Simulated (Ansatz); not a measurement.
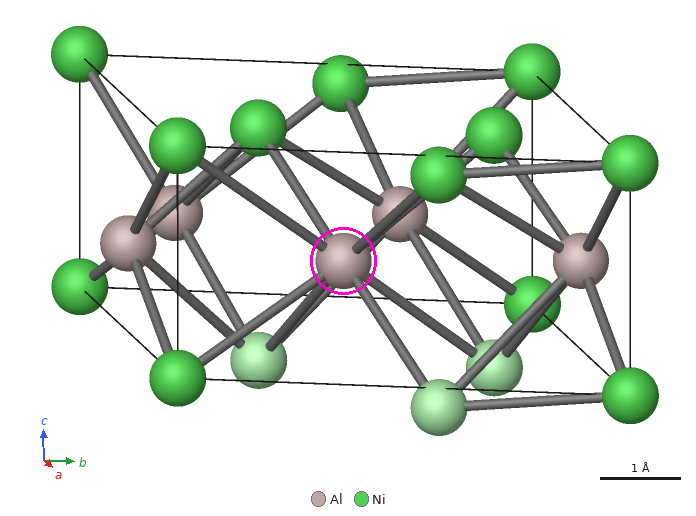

This ball-and-stick model is shown slightly off an axis. The edges of the unit cell are marked. The neighbours of the ringed atom that lie outside the box are added in fainter colours.

**Find the formula by counting the atoms in the cell.**

AlNi. The cell holds 4 Al, 4 Ni, counting shared atoms by their share.

**Which ideal structure underlies this cell?**

It is a distorted form of a primitive cubic structure, space group Pm-3m (No. 221) within 0.60 Å: caesium chloride (CsCl, B2) type.

Where the cell comes from: a known structure type with the cell strained and the atoms shaken on purpose. No relaxation was applied. Ansatz was used for an electronic-structure calculation on it.

At this level of theory the cell isn't at rest (stretched, at -11 GPa and forces up to 1.2 eV/Å), so its distances can differ from those at equilibrium, the more so the softer the solid.
